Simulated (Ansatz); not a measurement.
## Geometry relaxation of Ta₄C₃ (part 1 of 2)

- system: Ta₄C₃ (7 atoms in the cell)
- method: DFT PBEsol, scalar-relativistic, plane waves, PAW (Ansatz 0.2.0)

The structure derives from a Materials Project entry. The run did not end well. It belongs to a series of runs on one base structure; here: elastic constants, atoms relaxed. Figures and captions count atoms from 1; the log counts them from 0 in places.

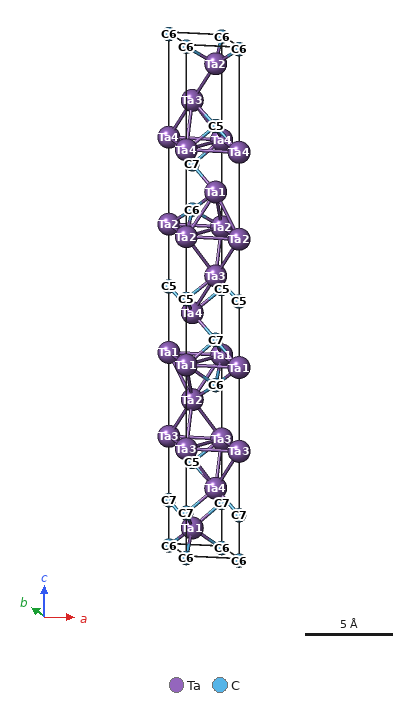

Figure 1. The structure as given in the input (ball-and-stick view of the cell 3 times as large as that of the calculation, set on its symmetry axes, seen slightly off an axis; atoms are numbered from 1 in the order of the input). An atom can appear more than once, as a periodic image.

Input file:
```yaml
crystal:
  lattice:
    - [1.5519640368, 0.8960268544, 10.1581697619]
    - [-1.5519640368, 0.8960268544, 10.1581697619]
    - [0.0, -1.7920537088, 10.1581697619]
  atoms:
    - { symbol: Ta, position: [0.3734791542, 0.3734791542, 0.3734791542] }
    - { symbol: Ta, position: [0.6243584034, 0.6243584034, 0.6243584034] }
    - { symbol: Ta, position: [0.2095923633, 0.2095923633, 0.2095923633] }
    - { symbol: Ta, position: [0.7943704938, 0.7943704938, 0.7943704938] }
    - { symbol: C, position: [0.5026651015, 0.5026651015, 0.5026651015] }
    - { symbol: C, position: [0.9959833803, 0.9959833803, 0.9959833803] }
    - { symbol: C, position: [0.0845511135, 0.0845511135, 0.0845511135] }
basis:
  ecutwfc: 420
kpoints:
  mp_grid: { grid: [12, 12, 12] }
hamiltonian:
  xc: pbesol
scf:
  occupations: { method: fermi_dirac, width: 0.15 }
output:
  forces: true
  stress: true
  eigenvalues: true
elastic:
  mode: relaxed_ion
  amplitude: 0.005
  stencil: two_point
```

Machine: 2 threads of Intel Xeon @ 2.50GHz (Skylake/Cascade Lake), 32 GiB of memory available, shared host.

Command:
```bash
ansatz run input.yaml --threads 2 --pin off --max-ram 6144MiB --backend cpu --events-out ev --progress --plain --runs-dir out
```

Output:
```
band count auto-derived: 43 (N_el = 64.0; filled up to band 32; 39 by the electrons, moments and atoms)
Engine: ansatz 0.2.0, x86_64-unknown-linux-gnu
Pseudopotentials: kind: paw
Pseudopotential: Ta, paw, valence charge 13, recommended cutoff 420 eV (normal), Ta.paw.azcp
Pseudopotential: C, paw, valence charge 4, recommended cutoff 420 eV (normal), C.paw.azcp
Functional definition: PBEsol
  exchange = pbesol_x
  correlation = pbesol_c
Crystal: 7 atoms, lattice volume = 84.756 Å³
Basis set: ecut = 420 eV, 1641 PW (Γ), exchange–correlation on 144×144×144 points (8 copies of the dense FFT grid, shifted against one another)
Bands: 43, of which v1, the nominal top of the filled ones, is band 32 counted from 1 (31 counted from 0)
Symmetry: 6 space group operations
Space group: R3m (ITA 160), of the structure as read, at distance tolerance 4.4e-5 Å
k-points: 189 of 1728 (time reversal used)
Non-local potential: Ta, projectors of the file, l = 0: 3, l = 1: 2, l = 2: 2, l = 3: 1
Non-local potential: C, projectors of the file, l = 0: 2, l = 1: 2, l = 2: 1
PAW form: soft (Blöchl's): semilocal exchange-correlation on the pseudo side does not see the compensation charge
PAW frozen core: Ta, regenerated for the run's functional, and the local potential with it (the file was generated under x = pbe(κ = 0.804, μ = 0.2195149727645171), c = pbe(β = 0.06672455060314922))
PAW frozen core: C, regenerated for the run's functional, and the local potential with it (the file was generated under x = pbe(κ = 0.804, μ = 0.2195149727645171), c = pbe(β = 0.06672455060314922))
PAW one-centre angular grid: Ta, 590 points (default); XC on 64 Gauss nodes
PAW one-centre angular grid: C, 110 points (default); XC on 64 Gauss nodes
Initial density: superposition of atomic densities (neutral atoms: chi_scale 0, normalization atom), corrected by the library's trained network
Initial wavefunctions: pseudopotential atomic-orbital guess
Functional: x = pbesol(κ = 0.804, μ = 0.12345679012345678), c = pbesol(β = 0.046)
SCF iter   1: F=—  HF=-39970.689568 eV  |F-HF|=—  |Δ(HF+E_count)|=         —  Δρ=1.22e-2  dr2=1.04e0  ethr=1.77e-3  ⟨swp⟩=5.3  Hψ=32378  notcnv=0
preconditioner: auto → Kerker (q_TF=auto, 2.604 Å⁻¹)  [metal: Δε(μ)=0.007 eV  Ē_g=8.417 eV  σ=0.150 eV  W_gap=0.01  n_scr=32 (ndim 8)  ℏωp=22.8 eV  f_vac=0.000  D(μ)=1.98/eV (n_scr^D=6)]
SCF iter   2: F=—  HF=-39970.630552 eV  |F-HF|=—  |Δ(HF+E_count)|=   5.90e-2  Δρ=4.94e-3  dr2=2.05e-1  ethr=1.62e-3  ⟨swp⟩=1.0  Hψ=9641  notcnv=0  defer=1
SCF iter   3: F=—  HF=-39970.617157 eV  |F-HF|=—  |Δ(HF+E_count)|=   1.34e-2  Δρ=1.83e-3  dr2=1.62e-2  ethr=3.20e-4  ⟨swp⟩=1.0  Hψ=8120  notcnv=0  defer=1
SCF iter   4: F=—  HF=-39970.615123 eV  |F-HF|=—  |Δ(HF+E_count)|=   2.03e-3  Δρ=5.26e-4  dr2=7.53e-4  ethr=2.53e-5  ⟨swp⟩=1.0  Hψ=8126  notcnv=0  defer=1
SCF iter   5: F=—  HF=-39970.615001 eV  |F-HF|=—  |Δ(HF+E_count)|=   1.22e-4  Δρ=1.76e-4  dr2=3.13e-5  ethr=1.18e-6  ⟨swp⟩=2.0  Hψ=10336  notcnv=0  defer=1
SCF iter   6: F=—  HF=-39970.614992 eV  |F-HF|=—  |Δ(HF+E_count)|=   8.75e-6  Δρ=4.33e-5  dr2=2.96e-6  ethr=4.90e-8  ⟨swp⟩=2.0  Hψ=11212  notcnv=0  defer=1
SCF iter   7: F=—  HF=-39970.614957 eV  |F-HF|=—  |Δ(HF+E_count)|=   3.51e-5  Δρ=1.13e-5  dr2=2.14e-7  ethr=4.62e-9  ⟨swp⟩=2.0  Hψ=10819  notcnv=0  defer=1
SCF iter   8: F=—  HF=-39970.614957 eV  |F-HF|=—  |Δ(HF+E_count)|=   3.27e-8  Δρ=3.18e-6  dr2=2.13e-8  ethr=3.34e-10  ⟨swp⟩=2.0  Hψ=10761  notcnv=0  defer=1
SCF iter   9: F=—  HF=-39970.614957 eV  |F-HF|=—  |Δ(HF+E_count)|=   3.54e-9  Δρ=7.90e-7  dr2=1.51e-9  ethr=3.33e-11  ⟨swp⟩=2.0  Hψ=10383  notcnv=0  defer=1
SCF iter  10: F=—  HF=-39970.614957 eV  |F-HF|=—  |Δ(HF+E_count)|=  1.60e-10  Δρ=2.97e-7  dr2=1.89e-10  ethr=2.36e-12  ⟨swp⟩=2.0  Hψ=11163  notcnv=0  defer=1
SCF iter  11: F=—  HF=-39970.614957 eV  |F-HF|=—  |Δ(HF+E_count)|=  2.91e-11  Δρ=9.93e-8  dr2=1.85e-11  ethr=2.95e-13 (applied; sched 1.00e-12)  ⟨swp⟩=2.0  Hψ=11145  notcnv=0  defer=5
SCF iter  12: F=—  HF=-39970.614957 eV  |F-HF|=—  |Δ(HF+E_count)|=  1.46e-11  Δρ=2.49e-8  dr2=1.11e-12  ethr=2.89e-14 (applied; sched 1.00e-12)  ⟨swp⟩=2.0  Hψ=11044  notcnv=0  defer=7
SCF iter  13: F=—  HF=-39970.614957 eV  |F-HF|=—  |Δ(HF+E_count)|=  1.46e-11  Δρ=8.30e-9  dr2=1.31e-13  ethr=1.00e-12  ⟨swp⟩=4.6  Hψ=25184  notcnv=0
SCF iter  14: F=-39970.614957 eV  HF=-39970.614957 eV  |F-HF|=0.00e0  |Δ(HF+E_count)|=  1.46e-11  Δρ=1.54e-9  dr2=2.65e-15  ethr=1.00e-12  ⟨swp⟩=4.0  Hψ=23080  notcnv=0
SCF 1 converged in 14 iterations: F = -39970.614957 eV  dr2 = 2.65e-15
  greatest PAW one-centre occupation: 1.000 electrons in one spin orbital (limit 2), on the Ta atom at site 0 (counted from 0), in its partial waves of l = 0
relax step   1: F+E_penalty+E_count = -39970.61495717 eV  Δ(F+E_penalty+E_count) = +0.000e0 eV  max|allowed force component| = 7.349e-4 eV/Å  Δτ_max = 0.0000 Å  (14 SCF iters, accepted)
Initial density: handed on by an earlier stage of this run
Initial wavefunctions: pseudopotential atomic-orbital guess (no wavefunctions were taken with the density)
iter 1 solved again at ethr=2.62e-6 eV; its pass at ethr=3.10e-3 eV (dr2=1.68e-3 eV) is discarded
SCF iter   1: F=—  HF=-39970.615126 eV  |F-HF|=—  |Δ(HF+E_count)|=         —  Δρ=4.00e-4  dr2=2.10e-3  ethr=2.62e-6  ⟨swp⟩=2.0  Hψ=48174  notcnv=0
preconditioner: auto → Kerker (q_TF=auto, 2.604 Å⁻¹)  [metal: Δε(μ)=0.015 eV  Ē_g=8.449 eV  σ=0.150 eV  W_gap=0.03  n_scr=32 (ndim 8)  ℏωp=22.8 eV  f_vac=0.000  D(μ)=2.07/eV (n_scr^D=6)]
SCF iter   2: F=—  HF=-39970.615031 eV  |F-HF|=—  |Δ(HF+E_count)|=   9.47e-5  Δρ=1.71e-4  dr2=4.43e-4  ethr=2.62e-6  ⟨swp⟩=1.0  Hψ=8127  notcnv=0
SCF iter   3: F=—  HF=-39970.615001 eV  |F-HF|=—  |Δ(HF+E_count)|=   3.04e-5  Δρ=6.01e-5  dr2=2.95e-5  ethr=6.92e-7  ⟨swp⟩=1.0  Hψ=8127  notcnv=0
SCF iter   4: F=—  HF=-39970.614992 eV  |F-HF|=—  |Δ(HF+E_count)|=   8.80e-6  Δρ=2.46e-5  dr2=7.85e-7  ethr=4.60e-8  ⟨swp⟩=1.9  Hψ=8564  notcnv=0
SCF iter   5: F=—  HF=-39970.614957 eV  |F-HF|=—  |Δ(HF+E_count)|=   3.51e-5  Δρ=7.37e-6  dr2=6.06e-8  ethr=1.23e-9  ⟨swp⟩=2.0  Hψ=11189  notcnv=0
SCF iter   6: F=—  HF=-39970.614957 eV  |F-HF|=—  |Δ(HF+E_count)|=   1.49e-8  Δρ=2.11e-6  dr2=8.33e-9  ethr=9.48e-11  ⟨swp⟩=2.1  Hψ=11049  notcnv=0
SCF iter   7: F=—  HF=-39970.614957 eV  |F-HF|=—  |Δ(HF+E_count)|=   1.30e-9  Δρ=4.65e-7  dr2=4.04e-10  ethr=1.30e-11  ⟨swp⟩=2.1  Hψ=10913  notcnv=0
SCF iter   8: F=—  HF=-39970.614957 eV  |F-HF|=—  |Δ(HF+E_count)|=  8.00e-11  Δρ=1.65e-7  dr2=5.52e-11  ethr=6.32e-13 (applied; sched 1.00e-12)  ⟨swp⟩=2.0  Hψ=11225  notcnv=0
SCF iter   9: F=—  HF=-39970.614957 eV  |F-HF|=—  |Δ(HF+E_count)|=  7.28e-12  Δρ=3.38e-8  dr2=2.41e-12  ethr=8.62e-14 (applied; sched 1.00e-12)  ⟨swp⟩=2.0  Hψ=10565  notcnv=0
SCF iter  10: F=—  HF=-39970.614957 eV  |F-HF|=—  |Δ(HF+E_count)|=  7.28e-12  Δρ=8.24e-9  dr2=1.60e-13  ethr=3.77e-15 (applied; sched 1.00e-12)  ⟨swp⟩=2.4  Hψ=10674  notcnv=0
SCF iter  11: F=-39970.614957 eV  HF=-39970.614957 eV  |F-HF|=7.28e-12  |Δ(HF+E_count)|=  7.28e-12  Δρ=2.85e-9  dr2=1.53e-14  ethr=1.00e-12  ⟨swp⟩=4.0  Hψ=24024  notcnv=0
SCF 2 converged in 11 iterations: F = -39970.614957 eV  dr2 = 1.53e-14
[... from here on the iterations of each SCF are left out, up to the last one ...]
relax step   2: F+E_penalty+E_count = -39970.61495713 eV  Δ(F+E_penalty+E_count) = +3.569e-8 eV  max|allowed force component| = 9.434e-4 eV/Å  Δτ_max = 0.0001 Å  (11 SCF iters, rejected (line search))
Initial wavefunctions: those handed on with the density
preconditioner: auto → Kerker (q_TF=auto, 2.604 Å⁻¹)  [metal: Δε(μ)=0.015 eV  Ē_g=8.447 eV  σ=0.150 eV  W_gap=0.03  n_scr=32 (ndim 8)  ℏωp=22.8 eV  f_vac=0.000  D(μ)=2.07/eV (n_scr^D=6)]
SCF 3 converged in 8 iterations: F = -39970.614957 eV  dr2 = 6.72e-15
relax step   3: F+E_penalty+E_count = -39970.61495718 eV  Δ(F+E_penalty+E_count) = -1.594e-8 eV  max|allowed force component| = 2.226e-4 eV/Å  Δτ_max = 0.0000 Å  (8 SCF iters, accepted)
SCF 4 converged in 7 iterations: F = -39970.614957 eV  dr2 = 7.21e-15
relax step   4: F+E_penalty+E_count = -39970.61495718 eV  Δ(F+E_penalty+E_count) = +1.666e-9 eV  max|allowed force component| = 3.427e-4 eV/Å  Δτ_max = 0.0000 Å  (7 SCF iters, rejected (line search))
SCF 5 converged in 7 iterations: F = -39970.614957 eV  dr2 = 4.70e-15
relax step   5: F+E_penalty+E_count = -39970.61495719 eV  Δ(F+E_penalty+E_count) = -2.925e-9 eV  max|allowed force component| = 1.624e-5 eV/Å  Δτ_max = 0.0000 Å  (7 SCF iters, accepted)
eigensolver tolerance schedule: the retry pair's looser diagonalisation over-reported the residual by 67588.01 of it (diagonalisation noise at an unbounded share of the residual, at the tolerance the schedule requests for it); recorded, not acted on — ethr = c·dr2/N_el stays at c = 1.0e-1
SCF 6 converged in 10 iterations: F = -39970.614957 eV  dr2 = 4.00e-15
Crystal: 7 atoms, lattice volume = 84.332 Å³
Basis set: ecut = 420 eV, 1637 PW (Γ), exchange–correlation on 144×144×144 points (8 copies of the dense FFT grid, shifted against one another)
Symmetry: 2 space group operations
k-points: 476 of 1728 (time reversal used)
preconditioner: auto → Kerker (q_TF=auto, 2.606 Å⁻¹)  [metal: Δε(μ)=0.023 eV  Ē_g=8.511 eV  σ=0.150 eV  W_gap=0.04  n_scr=32 (ndim 8)  ℏωp=22.9 eV  f_vac=0.000  D(μ)=2.05/eV (n_scr^D=6)]
SCF 7 converged in 11 iterations: F = -39970.611101 eV  dr2 = 6.06e-14
relax step   1: F+E_penalty+E_count = -39970.61110067 eV  Δ(F+E_penalty+E_count) = +0.000e0 eV  max|allowed force component| = 5.657e-2 eV/Å  Δτ_max = 0.0000 Å  (11 SCF iters, accepted)
preconditioner: auto → Kerker (q_TF=auto, 2.606 Å⁻¹)  [metal: Δε(μ)=0.008 eV  Ē_g=8.480 eV  σ=0.150 eV  W_gap=0.01  n_scr=32 (ndim 8)  ℏωp=22.9 eV  f_vac=0.000  D(μ)=2.06/eV (n_scr^D=6)]
SCF 8 converged in 10 iterations: F = -39970.611284 eV  dr2 = 5.71e-14
relax step   2: F+E_penalty+E_count = -39970.61128438 eV  Δ(F+E_penalty+E_count) = -1.837e-4 eV  max|allowed force component| = 6.740e-3 eV/Å  Δτ_max = 0.0039 Å  (10 SCF iters, accepted)
preconditioner: auto → Kerker (q_TF=auto, 2.606 Å⁻¹)  [metal: Δε(μ)=0.009 eV  Ē_g=8.481 eV  σ=0.150 eV  W_gap=0.02  n_scr=32 (ndim 8)  ℏωp=22.9 eV  f_vac=0.000  D(μ)=2.07/eV (n_scr^D=6)]
SCF 9 converged in 9 iterations: F = -39970.611289 eV  dr2 = 5.02e-15
relax step   3: F+E_penalty+E_count = -39970.61128894 eV  Δ(F+E_penalty+E_count) = -4.564e-6 eV  max|allowed force component| = 1.995e-3 eV/Å  Δτ_max = 0.0006 Å  (9 SCF iters, accepted)
SCF 10 converged in 8 iterations: F = -39970.611289 eV  dr2 = 4.87e-15
relax step   4: F+E_penalty+E_count = -39970.61128921 eV  Δ(F+E_penalty+E_count) = -2.715e-7 eV  max|allowed force component| = 3.224e-4 eV/Å  Δτ_max = 0.0001 Å  (8 SCF iters, accepted)
SCF 11 converged in 7 iterations: F = -39970.611289 eV  dr2 = 1.32e-14
relax step   5: F+E_penalty+E_count = -39970.61128923 eV  Δ(F+E_penalty+E_count) = -1.789e-8 eV  max|allowed force component| = 9.631e-5 eV/Å  Δτ_max = 0.0000 Å  (7 SCF iters, accepted)
SCF 12 converged in 6 iterations: F = -39970.611289 eV  dr2 = 5.52e-15
relax step   6: F+E_penalty+E_count = -39970.61128923 eV  Δ(F+E_penalty+E_count) = -8.004e-10 eV  max|allowed force component| = 2.622e-5 eV/Å  Δτ_max = 0.0000 Å  (6 SCF iters, accepted)
SCF 13 converged in 7 iterations: F = -39970.611289 eV  dr2 = 8.54e-14
Crystal: 7 atoms, lattice volume = 85.180 Å³
Basis set: ecut = 420 eV, 1645 PW (Γ), exchange–correlation on 144×144×144 points (8 copies of the dense FFT grid, shifted against one another)
preconditioner: auto → Kerker (q_TF=auto, 2.601 Å⁻¹)  [metal: Δε(μ)=0.010 eV  Ē_g=8.383 eV  σ=0.150 eV  W_gap=0.02  n_scr=32 (ndim 8)  ℏωp=22.8 eV  f_vac=0.000  D(μ)=2.10/eV (n_scr^D=6)]
SCF 14 converged in 12 iterations: F = -39970.611217 eV  dr2 = 6.89e-15
relax step   1: F+E_penalty+E_count = -39970.61121716 eV  Δ(F+E_penalty+E_count) = +0.000e0 eV  max|allowed force component| = 5.453e-2 eV/Å  Δτ_max = 0.0000 Å  (12 SCF iters, accepted)
preconditioner: auto → Kerker (q_TF=auto, 2.601 Å⁻¹)  [metal: Δε(μ)=0.005 eV  Ē_g=8.415 eV  σ=0.150 eV  W_gap=0.01  n_scr=32 (ndim 8)  ℏωp=22.8 eV  f_vac=0.000  D(μ)=2.08/eV (n_scr^D=6)]
SCF 15 converged in 10 iterations: F = -39970.611387 eV  dr2 = 5.45e-14
```
